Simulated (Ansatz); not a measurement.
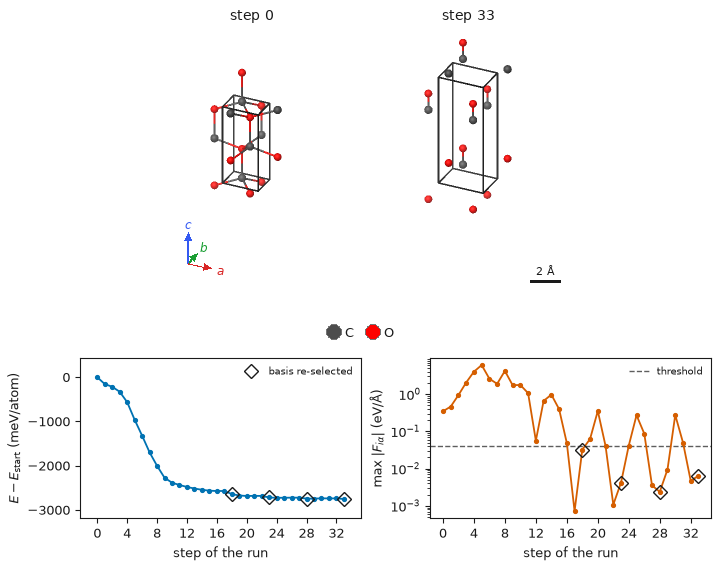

First and last geometry of a relaxation of crystalline CO (built on the wurtzite_186 type) (coarse preliminary run), with the history of the run. The picture is a ball-and-stick view of the cell of the calculation, seen slightly off an axis.

Case: wurtzite type (P6_3mc, No. 186).

Level of theory: DFT PBE, scalar-relativistic, plane waves, PAW (Ansatz 0.2.0).

Input file:
```yaml
crystal:
  lattice:
    - [3.3183888983, 0.0, 0.0]
    - [-1.6591944491, 2.8738090855, 0.0]
    - [0.0, 0.0, 5.3142853851]
  atoms:
    - { symbol: C, position: [0.3333333333, 0.6666666667, 0.0] }
    - { symbol: C, position: [0.6666666667, 0.3333333333, 0.5] }
    - { symbol: O, position: [0.3333333333, 0.6666666667, 0.3821] }
    - { symbol: O, position: [0.6666666667, 0.3333333333, 0.8821] }
basis:
  ecutwfc: 420
kpoints:
  mp_grid: { grid: [6, 6, 4] }
hamiltonian:
  xc: pbe
scf:
  occupations: { method: gaussian, width: 0.1 }
  lower_state_search: "off"
output:
  forces: true
  stress: true
  eigenvalues: true
relax:
  adjacent_minimum: "off"
  f_tol: 0.04
  max_steps: 70
  cell: { stress_tol: 0.4 }
```

Command:
```bash
ansatz run input.yaml --threads 1 --pin off --max-ram 2560MiB --backend cpu --events-out ev --progress --plain --runs-dir out
```

Read the history and describe the run.

It converged. The energy falls by 2751 meV per atom in 29 accepted moves (33 points after the start). Largest force component: 0.35 eV/Å at the start, 0.0065 eV/Å at the end. The pressure goes from −18.49 to 0.24 GPa. At 4 points the geometry stayed and the basis and grid were re-selected for the new cell (energy shift of 69.0 meV per atom at most each time). The largest moves relative to the cell, 0.84 Å, are those of C1, C2, O3 and O4. C1 goes along +c. By element the largest moves are C 0.84 Å, O 0.84 Å. Cell: a = b 3.318 → 4.159 Å (+25.3 %), c 5.314 → 7.369 Å (+38.7 %). Volume +117.8 %. Some distances before and after: C1–O4 2.016 → 3.502 Å, C1–O3 2.031 → 1.135 Å. The space group stays P6_3mc (No. 186). Cost: 84 s on 1 thread of Arm Neoverse V1, with other jobs on the host, peak memory 0.36 GiB.

| step | E − E(0), meV/atom | largest force component, eV/Å | pressure, GPa | volume, Å³/atom | note |
| --- | --- | --- | --- | --- | --- |
| 0 | 0.00 | 0.3457 | -18.49 | 12.670 |  |
| 1 | -154.37 | 0.4632 | -7.98 | 11.025 |  |
| 2 | -215.56 | 0.9407 | 0.98 | 10.145 |  |
| 3 | -328.49 | 2.0488 | 5.75 | 9.662 |  |
| 4 | -563.26 | 4.0012 | 9.80 | 9.264 |  |
| 5 | -960.98 | 6.0447 | 20.31 | 8.875 |  |
| 6 | -1321.06 | 2.5986 | 54.01 | 8.511 |  |
| 7 | -1697.83 | 1.8916 | 53.22 | 9.525 |  |
| 8 | -2002.26 | 4.2082 | 14.87 | 11.113 |  |
| 9 | -2270.92 | 1.7429 | 18.63 | 12.836 |  |
| 10 | -2383.27 | 1.7597 | 8.52 | 14.706 |  |
| 11 | -2435.27 | 1.0635 | 5.69 | 15.389 |  |
| 12 | -2479.24 | 0.0564 | 1.95 | 16.114 |  |
| 14 | -2542.82 | 0.9716 | -0.93 | 16.859 |  |
| 15 | -2563.81 | 0.3965 | -0.72 | 17.031 |  |
| 16 | -2570.47 | 0.0485 | -0.01 | 16.716 |  |
| 17 | -2570.41 | 0.0007 | -0.01 | 16.748 |  |
| 18 | -2639.39 | 0.0324 | 5.01 | 16.748 | same geometry, new basis |
| 20 | -2682.99 | 0.3536 | 1.10 | 20.245 |  |
| 21 | -2681.19 | 0.0407 | -0.10 | 20.698 |  |
| 22 | -2681.43 | 0.0011 | 0.01 | 20.661 |  |
| 23 | -2717.33 | 0.0042 | 1.69 | 20.661 | same geometry, new basis |
| 25 | -2723.26 | 0.2718 | 0.53 | 23.890 |  |
| 26 | -2721.04 | 0.0872 | -0.20 | 24.337 |  |
| 27 | -2721.57 | 0.0035 | -0.02 | 24.252 |  |
| 28 | -2742.48 | 0.0024 | 0.64 | 24.252 | same geometry, new basis |
| 29 | -2743.36 | 0.0095 | 0.43 | 25.284 |  |
| 31 | -2738.70 | 0.0501 | 0.06 | 27.257 |  |
| 32 | -2737.11 | 0.0047 | -0.02 | 27.593 |  |
| 33 | -2751.27 | 0.0065 | 0.24 | 27.593 | same geometry, new basis |
